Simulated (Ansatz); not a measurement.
```
Zn O
1.0
    -3.27939    5.68007    5.29323
    -3.27939   -5.68007    5.29323
     6.55878    0.00000    5.29323
Zn O
24 23
Direct
  0.34557 0.67890 0.51223
  0.66706 0.50111 0.33484
  0.99851 0.83269 0.66576
  0.16778 0.50151 0.83373
  0.49936 0.83243 0.16517
  0.16817 0.00040 0.33444
  0.49909 0.33184 0.66602
  0.83134 0.66718 0.99972
  0.83305 0.16467 0.50051
  0.33385 0.16638 0.99801
  0.66788 0.00121 0.83454
  0.00018 0.33352 0.16685
  0.33445 0.50300 0.16729
  0.66560 0.33649 0.99838
  0.00063 0.66778 0.33633
  0.16966 0.33396 0.50111
  0.49627 0.67880 0.81329
  0.16647 0.83353 0.99948
  0.50019 0.16615 0.33314
  0.83281 0.49981 0.66686
  0.83171 0.99893 0.16983
  0.34547 0.97995 0.66293
  0.64662 0.82960 0.51214
  0.00316 0.16504 0.83226
  0.78986 0.63121 0.46226
  0.13113 0.95780 0.78926
  0.29788 0.62893 0.95653
  0.62447 0.95592 0.29780
  0.29559 0.12320 0.46455
  0.62259 0.46446 0.79114
  0.95949 0.79261 0.12698
  0.96032 0.29282 0.62594
  0.45928 0.29365 0.12615
  0.79394 0.12727 0.96061
  0.12674 0.46008 0.29341
  0.45873 0.62874 0.29867
  0.79241 0.46030 0.12712
  0.13200 0.79206 0.46207
  0.29541 0.46533 0.62539
  0.62321 0.79211 0.95578
  0.29269 0.96038 0.12628
  0.62705 0.29294 0.45936
  0.95961 0.62603 0.79372
  0.96045 0.12574 0.29364
  0.45878 0.12245 0.78988
  0.78912 0.95654 0.62545
  0.12697 0.29379 0.95908
```

Method: Ansatz 0.2.0, DFT PBE, scalar-relativistic, plane waves, PAW.

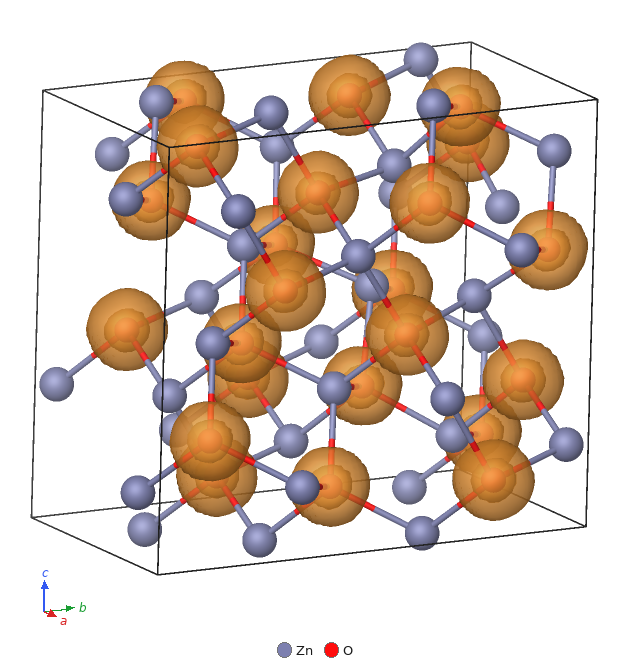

Zn24O23 (cell with a defect). Isosurface of the ELF at 0.75 (orange), seen slightly off an axis. Only the valence region is drawn (cores and ρ < 0.01 e/Å³ removed). Sticks mark near contacts.

Core electrons are frozen (PAW), and the valence fields are smoothed inside the atomic spheres.

### Where are the electrons localised?

The ELF exceeds this value in 23 regions wrapped around O (the valence shell of each), counted in one cell of 47 atoms. Any copies at cell faces, edges or corners count once. Profiles from the grid: Zn–O (2.00 Å): the ELF peaks at about 0.85 in the valence shell of O, 0.6 Å from its nucleus, and is about 0.25 at the midpoint; no localised pair shows between them.

### Does the calculation make it a metal, or give it a gap?

It is gapped, with a Kohn–Sham gap of 1.5 eV on the k-point mesh, an upper bound to the gap of this method.
